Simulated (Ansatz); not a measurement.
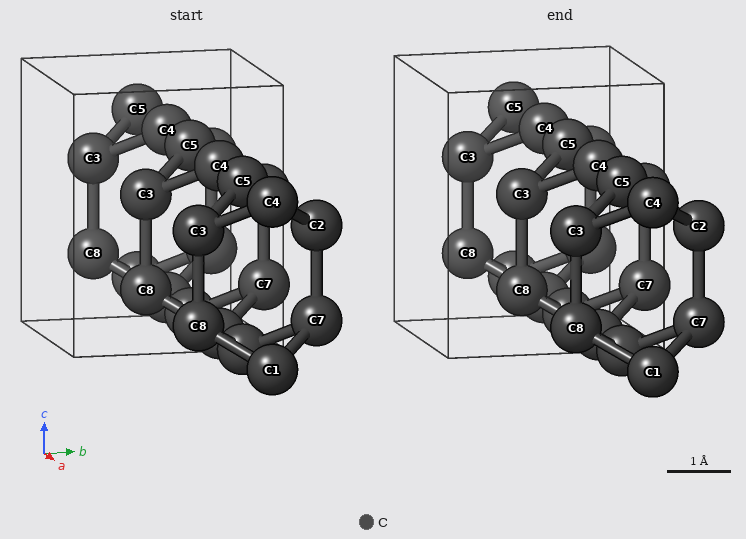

The structure of a crystal of C (a generated structure, set up in P4_2/mmc) (coarse preliminary run) before (left) and after (right) a relaxation, at one scale.

Style: ball-and-stick. Shown: the cell of the calculation, repeated 3 × 1 × 1 with one cell outlined, slightly off an axis.

Method: Ansatz 0.2.0, DFT PBE, scalar-relativistic, plane waves, PAW.

Input
```yaml
crystal:
  lattice:
    - [3.47343103, 0.0, 0.0]
    - [0.0, 3.47343103, 0.0]
    - [0.0, 0.0, 4.2900539]
  atoms:
    - { symbol: C, position: [0.78193849, 0.5, 0.18090691] }
    - { symbol: C, position: [0.5, 0.78193849, 0.68090691] }
    - { symbol: C, position: [0.5, 0.21806151, 0.68090691] }
    - { symbol: C, position: [0.78193849, 0.5, 0.81909309] }
    - { symbol: C, position: [0.21806151, 0.5, 0.81909309] }
    - { symbol: C, position: [0.21806151, 0.5, 0.18090691] }
    - { symbol: C, position: [0.5, 0.78193849, 0.31909309] }
    - { symbol: C, position: [0.5, 0.21806151, 0.31909309] }
basis:
  ecutwfc: 420
kpoints:
  mp_grid: { grid: [6, 6, 4] }
hamiltonian:
  xc: pbe
scf:
  occupations: { method: gaussian, width: 0.1 }
  lower_state_search: "off"
output:
  forces: true
  stress: true
  eigenvalues: true
relax:
  adjacent_minimum: "off"
  f_tol: 0.04
  max_steps: 70
  cell: { stress_tol: 0.4 }
```

Run as
```bash
ansatz run input.yaml --threads 1 --pin off --max-ram 2560MiB --backend cpu --events-out ev --progress --plain --runs-dir out
```

> What changed between the two?

After 5 accepted moves (7 points after the start) the energy has fallen by 47.1 meV per atom. The largest force component goes from 1.3 to 0.018 eV/Å. The pressure goes from 27.35 to −0.05 GPa. The SCF was repeated twice at an unchanged geometry on a basis and grid sized afresh for the cell, which shifted the energy by 3.0 meV per atom at most. The largest moves relative to the cell, 0.011 Å, are those of 8 atoms (C1, C2, C3, C4 and others). C7 goes roughly along [0 3 −1]. The volume changes by +7.0 %, with a = b 3.473 → 3.575 Å (+2.9 %), c 4.290 → 4.335 Å (+1.1 %). Near-neighbour distances that change, for instance: C1–C7 1.506 → 1.557 Å, C1–C6 1.515 → 1.538 Å, C1–C4 1.552 → 1.574 Å. The space group stays P4_2/mmc (No. 131).
